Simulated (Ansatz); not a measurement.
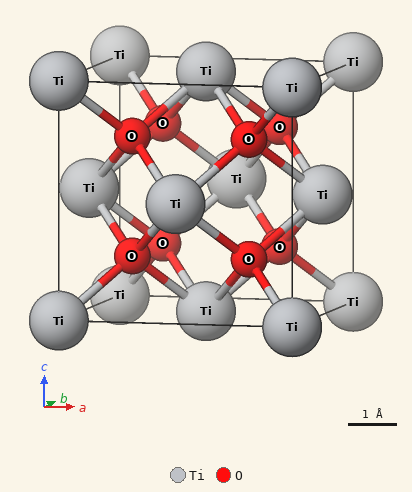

**Figure 1.** The starting structure (ball-and-stick view of the cell 4 times as large as that of the calculation, set on its symmetry axes, seen slightly off an axis). Near neighbours in the crystal (not all of them lie inside the picture): Ti has 8 O at 2.21 Å; O has 4 Ti at 2.21 Å.

# Run report: TiO₂, geometry relaxation (part 1 of 2)

The run: geometry relaxation of TiO₂ (Fm-3m, 3 atoms in the cell). Method and program: DFT, PBE, PAW with Ansatz's default frozen-core files, scalar-relativistic, no spin polarisation (Ansatz 0.2.0).

The structure was built on a prototype by a generator; it need not be a known phase. It belongs to a series of runs on one base structure; here: cell and atoms relaxed from a first guess.

The input
```yaml
crystal:
  lattice:
    - [0.0, 2.5553258337, 2.5553258337]
    - [2.5553258337, 0.0, 2.5553258337]
    - [2.5553258337, 2.5553258337, 0.0]
  atoms:
    - { symbol: Ti, position: [0.0, 0.0, 0.0] }
    - { symbol: O, position: [0.25, 0.25, 0.25] }
    - { symbol: O, position: [0.75, 0.75, 0.75] }
kpoints:
  mp_grid: { grid: [11, 11, 11] }
scf:
  occupations: { method: fermi_dirac, width: 0.05 }
hamiltonian:
  xc: pbe
  pseudopotentials: { kind: paw }
output:
  forces: true
  stress: true
relax:
  f_tol: 0.005
  max_steps: 80
  cell: {}
```

Hardware: 1 thread of Arm Neoverse V2, 24 GiB of memory available, shared host.

Command:
```bash
ansatz run input.yaml --threads 1 --pin off --max-ram 3072MiB --backend cpu --events-out ev --progress --plain --runs-dir out
```

Output
```
Engine: ansatz 0.2.0, aarch64-unknown-linux-gnu
Pseudopotentials: kind: paw
Pseudopotential: Ti, paw, valence charge 12, recommended cutoff 420 eV (normal), Ti.paw.azcp
Pseudopotential: O, paw, valence charge 6, recommended cutoff 420 eV (normal), O.paw.azcp
Functional definition: PBE
  parameter kappa = 0.804
  parameter beta = 0.06672455060314922
  exchange = pbe_x(kappa = kappa, mu = beta*pi^2/3)
  correlation = pbe_c(beta = beta)
Crystal: 3 atoms, lattice volume = 33.371 Å³
Basis set: ecut = 420 eV, 645 PW (Γ), exchange–correlation on 50×50×50 points (8 copies of the dense FFT grid, shifted against one another)
Bands: 16, of which v1, the nominal top of the filled ones, is band 12 counted from 1 (11 counted from 0)
Symmetry: 48 space group operations
Space group: Fm-3m (ITA 225), of the structure as read, at distance tolerance 3.2e-5 Å
k-points: 56 of 1331
Non-local potential: Ti, projectors of the file, l = 0: 3, l = 1: 2, l = 2: 3, l = 3: 1
Non-local potential: O, projectors of the file, l = 0: 2, l = 1: 2, l = 2: 1
PAW form: soft (Blöchl's): semilocal exchange-correlation on the pseudo side does not see the compensation charge
PAW one-centre angular grid: Ti, 590 points (default); XC on 64 Gauss nodes
PAW one-centre angular grid: O, 110 points (default); XC on 64 Gauss nodes
Initial density: superposition of atomic densities (neutral atoms: chi_scale 0, normalization atom), corrected by the library's trained network
Initial wavefunctions: pseudopotential atomic-orbital guess
Functional: x = pbe(κ = 0.804, μ = 0.2195149727645171), c = pbe(β = 0.06672455060314922)
SCF iter   1: F=—  HF=-3637.281852 eV  |F-HF|=—  |Δ(HF+E_count)|=         —  Δρ=2.07e-3  dr2=4.87e-4  ethr=1.77e-3  ⟨swp⟩=4.8  Hψ=3930  notcnv=0
preconditioner: auto → none  [insulator: Δε(μ)=0.978 eV  Ē_g=8.581 eV  σ=0.050 eV  W_gap=1.00  n_scr=14 (ndim 8)  ℏωp=25.7 eV  f_vac=0.041  D(μ)=0.00/eV (n_scr^D=0)  ε∞_Penn≈10.0]
SCF iter   2: F=—  HF=-3637.282907 eV  |F-HF|=—  |Δ(HF+E_count)|=   1.05e-3  Δρ=1.63e-3  dr2=6.05e-4  ethr=2.03e-6  ⟨swp⟩=2.0  Hψ=1769  notcnv=0
SCF iter   3: F=—  HF=-3637.283274 eV  |F-HF|=—  |Δ(HF+E_count)|=   3.67e-4  Δρ=2.12e-3  dr2=1.71e-3  ethr=2.03e-6  ⟨swp⟩=2.3  Hψ=1478  notcnv=0  recentre
SCF iter   4: F=—  HF=-3637.283137 eV  |F-HF|=—  |Δ(HF+E_count)|=   1.37e-4  Δρ=2.84e-4  dr2=9.71e-6  ethr=2.03e-6  ⟨swp⟩=2.1  Hψ=1224  notcnv=0
SCF iter   5: F=—  HF=-3637.283086 eV  |F-HF|=—  |Δ(HF+E_count)|=   5.13e-5  Δρ=2.38e-5  dr2=6.07e-8  ethr=4.05e-8  ⟨swp⟩=2.0  Hψ=1340  notcnv=0
SCF iter   6: F=-3637.283086 eV  HF=-3637.283086 eV  |F-HF|=1.14e-8  |Δ(HF+E_count)|=   1.56e-7  Δρ=8.65e-6  dr2=1.52e-8  ethr=2.53e-10  ⟨swp⟩=2.1  Hψ=3217  notcnv=0
SCF 1 converged in 6 iterations: F = -3637.283086 eV  dr2 = 1.52e-8
  greatest PAW one-centre occupation: 0.999 electrons in one spin orbital (limit 2), on the Ti atom at site 0 (counted from 0), in its partial waves of l = 0
relax step   1: F+E_penalty+E_count = -3637.28308628 eV  Δ(F+E_penalty+E_count) = +0.000e0 eV  max|allowed force component| = 2.776e-17 eV/Å  Δτ_max = 0.0000 Å  P = -29.170 GPa  Ω = 33.371 Å³  (6 SCF iters, dr2 threshold 1.00e-7 eV, accepted)
Crystal: 3 atoms, lattice volume = 28.810 Å³
Basis set: ecut = 420 eV, 537 PW (Γ), exchange–correlation on 50×50×50 points (8 copies of the dense FFT grid, shifted against one another)
Initial density: handed on by an earlier stage of this run
Initial wavefunctions: those handed on with the density
iter 1 solved again at ethr=9.77e-4 eV; its pass at ethr=3.10e-3 eV (dr2=2.35e-1 eV) is discarded
SCF iter   1: F=—  HF=-3637.874123 eV  |F-HF|=—  |Δ(HF+E_count)|=         —  Δρ=2.97e-2  dr2=2.39e-1  ethr=9.77e-4  ⟨swp⟩=1.0  Hψ=5936  notcnv=0
preconditioner: auto → none  [insulator: Δε(μ)=1.473 eV  Ē_g=9.813 eV  σ=0.050 eV  W_gap=1.00  n_scr=14 (ndim 8)  ℏωp=27.7 eV  f_vac=0.009  D(μ)=0.00/eV (n_scr^D=0)  ε∞_Penn≈9.0]
SCF iter   2: F=—  HF=-3637.833467 eV  |F-HF|=—  |Δ(HF+E_count)|=   4.07e-2  Δρ=5.95e-3  dr2=1.10e-2  ethr=9.77e-4  ⟨swp⟩=2.0  Hψ=1404  notcnv=0
SCF iter   3: F=—  HF=-3637.833218 eV  |F-HF|=—  |Δ(HF+E_count)|=   2.49e-4  Δρ=1.79e-3  dr2=7.13e-4  ethr=4.59e-5  ⟨swp⟩=2.0  Hψ=1409  notcnv=0
SCF iter   4: F=—  HF=-3637.833446 eV  |F-HF|=—  |Δ(HF+E_count)|=   2.28e-4  Δρ=3.05e-4  dr2=1.20e-5  ethr=2.97e-6  ⟨swp⟩=2.3  Hψ=1196  notcnv=0
SCF iter   5: F=—  HF=-3637.833389 eV  |F-HF|=—  |Δ(HF+E_count)|=   5.77e-5  Δρ=2.68e-5  dr2=6.75e-8  ethr=5.00e-8  ⟨swp⟩=2.8  Hψ=1605  notcnv=0
SCF iter   6: F=-3637.833389 eV  HF=-3637.833389 eV  |F-HF|=1.99e-10  |Δ(HF+E_count)|=   1.74e-7  Δρ=2.04e-6  dr2=8.38e-10  ethr=2.81e-10  ⟨swp⟩=2.0  Hψ=2983  notcnv=0
SCF 2 converged in 6 iterations: F = -3637.833389 eV  dr2 = 8.38e-10
relax step   2: F+E_penalty+E_count = -3637.83338879 eV  Δ(F+E_penalty+E_count) = -5.503e-1 eV  max|allowed force component| = 3.971e-17 eV/Å  Δτ_max = 0.0000 Å  P = -4.579 GPa  Ω = 28.810 Å³  energy of the carried Pulay correction = +2.264e-2 eV  (6 SCF iters, dr2 threshold 3.00e-7 eV, accepted)
Crystal: 3 atoms, lattice volume = 28.096 Å³
iter 1 solved again at ethr=3.56e-5 eV; its pass at ethr=3.10e-3 eV (dr2=8.54e-3 eV) is discarded
SCF iter   1: F=—  HF=-3637.846079 eV  |F-HF|=—  |Δ(HF+E_count)|=         —  Δρ=5.86e-3  dr2=8.88e-3  ethr=3.56e-5  ⟨swp⟩=1.0  Hψ=5749  notcnv=0
preconditioner: auto → none  [insulator: Δε(μ)=1.230 eV  Ē_g=9.835 eV  σ=0.050 eV  W_gap=1.00  n_scr=14 (ndim 8)  ℏωp=28.0 eV  f_vac=0.020  D(μ)=0.00/eV (n_scr^D=0)  ε∞_Penn≈9.1]
SCF iter   2: F=—  HF=-3637.848394 eV  |F-HF|=—  |Δ(HF+E_count)|=   2.32e-3  Δρ=9.04e-3  dr2=2.39e-2  ethr=3.56e-5  ⟨swp⟩=2.0  Hψ=1568  notcnv=0  recentre
SCF iter   3: F=—  HF=-3637.844599 eV  |F-HF|=—  |Δ(HF+E_count)|=   3.80e-3  Δρ=1.58e-3  dr2=6.94e-4  ethr=3.56e-5  ⟨swp⟩=2.0  Hψ=1528  notcnv=0
SCF iter   4: F=—  HF=-3637.844542 eV  |F-HF|=—  |Δ(HF+E_count)|=   5.70e-5  Δρ=2.94e-4  dr2=1.26e-5  ethr=2.89e-6  ⟨swp⟩=2.0  Hψ=1306  notcnv=0
SCF iter   5: F=—  HF=-3637.844476 eV  |F-HF|=—  |Δ(HF+E_count)|=   6.63e-5  Δρ=3.87e-5  dr2=3.38e-7  ethr=5.24e-8  ⟨swp⟩=2.6  Hψ=1574  notcnv=0
SCF iter   6: F=-3637.844476 eV  HF=-3637.844476 eV  |F-HF|=7.76e-9  |Δ(HF+E_count)|=   5.45e-8  Δρ=6.50e-6  dr2=4.05e-9  ethr=1.25e-9  ⟨swp⟩=4.0  Hψ=2633  notcnv=0
SCF 3 converged in 6 iterations: F = -3637.844476 eV  dr2 = 4.05e-9
relax step   3: F+E_penalty+E_count = -3637.84447558 eV  Δ(F+E_penalty+E_count) = -1.109e-2 eV  max|allowed force component| = 3.084e-17 eV/Å  Δτ_max = 0.0000 Å  P = +1.463 GPa  Ω = 28.096 Å³  energy of the carried Pulay correction = +2.649e-2 eV  (6 SCF iters, dr2 threshold 3.00e-7 eV, accepted)
Crystal: 3 atoms, lattice volume = 28.266 Å³
iter 1 solved again at ethr=2.39e-6 eV; its pass at ethr=3.10e-3 eV (dr2=5.74e-4 eV) is discarded
SCF iter   1: F=—  HF=-3637.844462 eV  |F-HF|=—  |Δ(HF+E_count)|=         —  Δρ=1.43e-3  dr2=5.29e-4  ethr=2.39e-6  ⟨swp⟩=1.0  Hψ=5117  notcnv=0
preconditioner: auto → none  [insulator: Δε(μ)=1.147 eV  Ē_g=9.745 eV  σ=0.050 eV  W_gap=1.00  n_scr=14 (ndim 8)  ℏωp=27.9 eV  f_vac=0.028  D(μ)=0.00/eV (n_scr^D=0)  ε∞_Penn≈9.2]
SCF iter   2: F=—  HF=-3637.844601 eV  |F-HF|=—  |Δ(HF+E_count)|=   1.39e-4  Δρ=2.18e-3  dr2=1.40e-3  ethr=2.21e-6  ⟨swp⟩=2.0  Hψ=1344  notcnv=0  recentre
SCF iter   3: F=—  HF=-3637.844374 eV  |F-HF|=—  |Δ(HF+E_count)|=   2.27e-4  Δρ=3.82e-4  dr2=4.05e-5  ethr=2.21e-6  ⟨swp⟩=2.1  Hψ=1295  notcnv=0
SCF iter   4: F=—  HF=-3637.844299 eV  |F-HF|=—  |Δ(HF+E_count)|=   7.49e-5  Δρ=6.89e-5  dr2=6.72e-7  ethr=1.69e-7  ⟨swp⟩=2.0  Hψ=1324  notcnv=0
SCF iter   5: F=-3637.844299 eV  HF=-3637.844299 eV  |F-HF|=3.88e-8  |Δ(HF+E_count)|=   5.13e-7  Δρ=1.29e-5  dr2=5.31e-8  ethr=1.25e-9  ⟨swp⟩=4.2  Hψ=2816  notcnv=0
SCF 4 converged in 5 iterations: F = -3637.844299 eV  dr2 = 5.31e-8
relax step   4: F+E_penalty+E_count = -3637.84429911 eV  Δ(F+E_penalty+E_count) = +1.765e-4 eV  max|allowed force component| = 3.701e-17 eV/Å  Δτ_max = 0.0000 Å  P = -0.046 GPa  Ω = 28.266 Å³  energy of the carried Pulay correction = +2.556e-2 eV  (5 SCF iters, dr2 threshold 3.00e-7 eV, accepted)
Basis set: ecut = 420 eV, 537 PW (Γ), exchange–correlation on 48×48×48 points (8 copies of the dense FFT grid, shifted against one another)
Initial wavefunctions: pseudopotential atomic-orbital guess (no wavefunctions were taken with the density)
iter 1 solved again at ethr=1.65e-7 eV; its pass at ethr=3.10e-3 eV (dr2=3.96e-5 eV) is discarded
SCF iter   1: F=—  HF=-3637.833424 eV  |F-HF|=—  |Δ(HF+E_count)|=         —  Δρ=9.93e-4  dr2=3.87e-5  ethr=1.65e-7  ⟨swp⟩=3.0  Hψ=6207  notcnv=0
preconditioner: auto → none  [insulator: Δε(μ)=1.160 eV  Ē_g=9.753 eV  σ=0.050 eV  W_gap=1.00  n_scr=14 (ndim 8)  ℏωp=27.9 eV  f_vac=0.027  D(μ)=0.00/eV (n_scr^D=0)  ε∞_Penn≈9.2]
SCF iter   2: F=—  HF=-3637.833500 eV  |F-HF|=—  |Δ(HF+E_count)|=   7.53e-5  Δρ=5.58e-4  dr2=4.63e-5  ethr=1.61e-7  ⟨swp⟩=2.0  Hψ=1344  notcnv=0
SCF iter   3: F=—  HF=-3637.833516 eV  |F-HF|=—  |Δ(HF+E_count)|=   1.58e-5  Δρ=5.44e-4  dr2=6.62e-5  ethr=1.61e-7  ⟨swp⟩=2.3  Hψ=1403  notcnv=0
SCF iter   4: F=—  HF=-3637.833510 eV  |F-HF|=—  |Δ(HF+E_count)|=   5.73e-6  Δρ=6.12e-5  dr2=2.68e-7  ethr=1.61e-7  ⟨swp⟩=2.7  Hψ=1437  notcnv=0
SCF iter   5: F=—  HF=-3637.833509 eV  |F-HF|=—  |Δ(HF+E_count)|=   1.14e-6  Δρ=1.16e-5  dr2=1.05e-8  ethr=1.12e-9  ⟨swp⟩=2.0  Hψ=1536  notcnv=0
SCF iter   6: F=—  HF=-3637.833509 eV  |F-HF|=—  |Δ(HF+E_count)|=   1.05e-8  Δρ=4.08e-6  dr2=4.03e-9  ethr=4.38e-11  ⟨swp⟩=2.1  Hψ=1549  notcnv=0
SCF iter   7: F=—  HF=-3637.833509 eV  |F-HF|=—  |Δ(HF+E_count)|=   1.07e-9  Δρ=9.84e-7  dr2=2.11e-10  ethr=1.68e-11  ⟨swp⟩=3.0  Hψ=1598  notcnv=0
SCF iter   8: F=-3637.833509 eV  HF=-3637.833509 eV  |F-HF|=9.09e-13  |Δ(HF+E_count)|=  4.68e-11  Δρ=7.85e-8  dr2=1.25e-12  ethr=1.00e-12  ⟨swp⟩=5.7  Hψ=3629  notcnv=0
SCF 5 converged in 8 iterations: F = -3637.833509 eV  dr2 = 1.25e-12
relax step   5: F+E_penalty+E_count = -3637.83350875 eV  Δ(F+E_penalty+E_count) = +1.079e-2 eV  max|allowed force component| = 5.127e-17 eV/Å  Δτ_max = 0.0000 Å  P = -0.851 GPa  Ω = 28.266 Å³  stress off target by 8.51e-1 GPa  SCF on the basis re-selected at this cell (its energy is not comparable with the rows above)  (8 SCF iters)
basis re-selected at this cell: Δ(F+E_penalty+E_count) = +1.079e-2 eV, ΔP = -0.805 GPa vs the last step (what re-selecting the basis moved, of the pressure what is left beyond the Pulay correction that the steps carried, after the strain that the cell walked since its last selection, with what the two solves' SCF thresholds leave and, on support functions, any second-order correction that the steps lacked; it is no measure of the basis error at this ecutwfc). The dense FFT grid was sized anew with the basis: this SCF ran on 24×24×24 points, the steps before it on 25×25×25, so part of this shift can come from that change (see relax.cell in the input reference). This SCF's stress stands 8.51e-1 GPa from its target on what of the cell is left free (relax.cell.stress_tol is 5.00e-2 GPa) and its largest allowed force component is 5.13e-17 eV/Å (relax.f_tol is 5.00e-3 eV/Å): not within both, so this SCF does not close the relaxation
Crystal: 3 atoms, lattice volume = 28.170 Å³
iter 1 solved again at ethr=7.69e-7 eV; its pass at ethr=3.10e-3 eV (dr2=1.84e-4 eV) is discarded
SCF iter   1: F=—  HF=-3637.834256 eV  |F-HF|=—  |Δ(HF+E_count)|=         —  Δρ=8.07e-4  dr2=1.67e-4  ethr=7.69e-7  ⟨swp⟩=1.1  Hψ=5025  notcnv=0
preconditioner: auto → none  [insulator: Δε(μ)=1.173 eV  Ē_g=9.784 eV  σ=0.050 eV  W_gap=1.00  n_scr=14 (ndim 8)  ℏωp=28.0 eV  f_vac=0.027  D(μ)=0.00/eV (n_scr^D=0)  ε∞_Penn≈9.2]
SCF iter   2: F=—  HF=-3637.834326 eV  |F-HF|=—  |Δ(HF+E_count)|=   6.96e-5  Δρ=1.22e-3  dr2=4.34e-4  ethr=6.96e-7  ⟨swp⟩=2.0  Hψ=1344  notcnv=0
SCF iter   3: F=—  HF=-3637.834255 eV  |F-HF|=—  |Δ(HF+E_count)|=   7.07e-5  Δρ=1.49e-4  dr2=6.70e-6  ethr=6.96e-7  ⟨swp⟩=2.2  Hψ=1305  notcnv=0
SCF iter   4: F=-3637.834255 eV  HF=-3637.834255 eV  |F-HF|=1.35e-7  |Δ(HF+E_count)|=   1.88e-7  Δρ=3.03e-5  dr2=1.69e-7  ethr=1.25e-9  ⟨swp⟩=3.3  Hψ=3349  notcnv=0
SCF 6 converged in 4 iterations: F = -3637.834255 eV  dr2 = 1.69e-7
```
